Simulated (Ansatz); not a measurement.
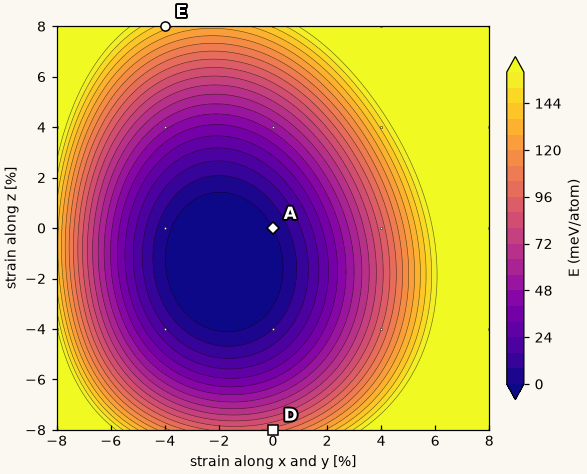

Al₂O₃ (P-3m1, No. 164; 5 atoms in the cell). The cell is strained homogeneously, by one strain along x and y and another along z, with fractional coordinates fixed (x along [1 0 0], z along [0 0 1] of the conventional cell). Coordinates scanned: (1) strain along x and y; (2) strain along z. The grid has 5 × 5 points. Points are written as (first, second). Energies are in meV/atom, from the lowest grid point. The reference cell is the one listed in the database, not relaxed at this level. Method: DFT LDA, scalar-relativistic, plane waves, PAW (Ansatz 0.2.0). Settings: cutoff 420 eV, k-mesh 12×12×4 in the order of the run's cell vectors, gaussian smearing 0.05 eV, no spin polarisation.

Drawn: filled contours, dots at the grid points, one colour for all values above the top of the scale, lettered points. Between grid points the surface is interpolated.

> Is A the lowest point of the computed grid?

Yes. A, at (0 %, 0 %), has the lowest energy of the grid.

> Rank the lettered points by energy, lowest first.

A (0 meV/atom), D (99 meV/atom), E (140 meV/atom).
